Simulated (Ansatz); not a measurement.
Structure (in its standard cell), the input geometry of an electronic-structure calculation (not necessarily at equilibrium); the starting structure was generated, so it need not be a known form of this composition:

```cif
data_structure
_symmetry_space_group_name_H-M 'P6_3/mmc'
_symmetry_Int_Tables_number 194
_cell_length_a 2.6318
_cell_length_b 2.6318
_cell_length_c 4.7048
_cell_angle_alpha 90.000
_cell_angle_beta 90.000
_cell_angle_gamma 120.000
_cell_volume 28.22
loop_
_atom_site_label
_atom_site_type_symbol
_atom_site_symmetry_multiplicity
_atom_site_Wyckoff_symbol
_atom_site_fract_x
_atom_site_fract_y
_atom_site_fract_z
_atom_site_occupancy
V1 V 2 c 0.33333 0.66667 0.25000 1
```

Question: What does the kinematic electron diffraction pattern along [210] look like at 80 kV (B = 0.5 Å²)?

Answer: The spots form a rectangular net whose two shortest vectors correspond to d = 2.35 Å and 1.32 Å, 90.0° apart. They are 0 0 2 and 1 -2 0. The pattern has symmetry 2mm. A glide plane extinguishes reflections such as 1 -2 -1, 1 -2 1, 1 -2 -3; a screw axis and a glide plane both extinguish reflections such as 0 0 1, 0 0 3, 0 0 5.

Strongest reflections with d > 0.80 Å, one of each family (|F|² from tabulated Gaussian fits of the electron scattering factors, times a small damping for the curvature of the Ewald sphere):

| hkl | d (Å) | I (strongest = 100) |
| --- | --- | --- |
| 0 0 2 | 2.352 | 100 |
| 1 -2 0 | 1.316 | 26 |
| 0 0 4 | 1.176 | 19 |
| 1 -2 2 | 1.148 | 18 |
| 1 -2 4 | 0.877 | 7 |

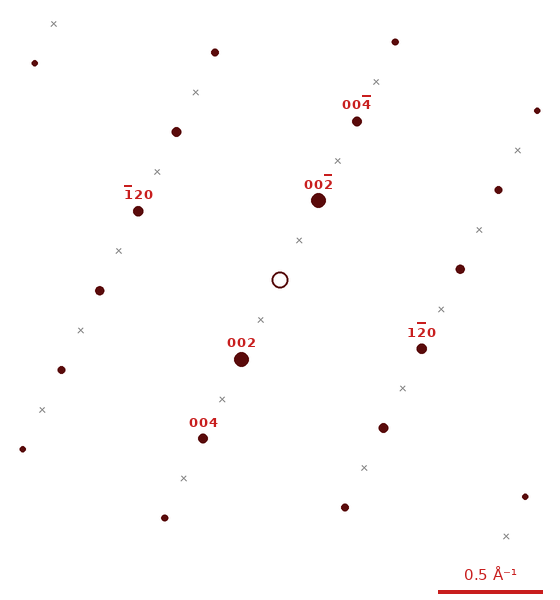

Calculated pattern, seen from the source side with [210] pointing towards the source; crosses mark the places of extinct reflections.
